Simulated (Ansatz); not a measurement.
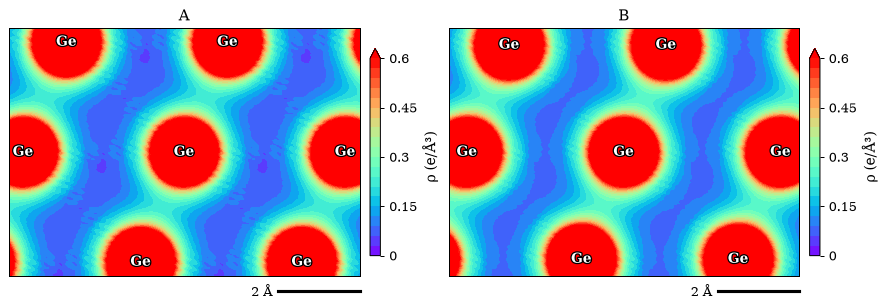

Ge. The valence pseudo-density of two cells that differ in size, on the (001) plane of each (indices in the axes of the calculation cell), at one length scale and on one colour scale; one has 18.3 and the other 19.8 Å³ an atom.

Space group Imma; a structure from a database of computed crystals, not necessarily the ambient phase.

All numbers below come from Kohn-Sham DFT of a periodic cell, r2SCAN, Ansatz PAW (Ansatz 0.2.0).

The larger cell:

```
Ge
1.0
    -2.52874    2.68575    1.45586
     2.52874   -2.68575    1.45586
     2.52874    2.68575   -1.45586
Ge
2
Cartesian
  0.0000 1.3429 0.1865
  2.5287 1.3429 1.2693
```

The smaller cell: a = 3.861 Å, b = 3.861 Å, c = 3.861 Å, α = 100.77°, β = 94.74°, γ = 136.93°.

Question: Which panel shows the smaller cell, and what does the compression change?

Answer: Panel B is the smaller cell, by 8 % in volume. From the larger cell to the smaller, Ge–Ge goes from 2.91 to 2.84 Å, and the density at its midpoint from 0.22 to 0.25 e/Å³; the pressure goes from −3.9 to 1.9 GPa.
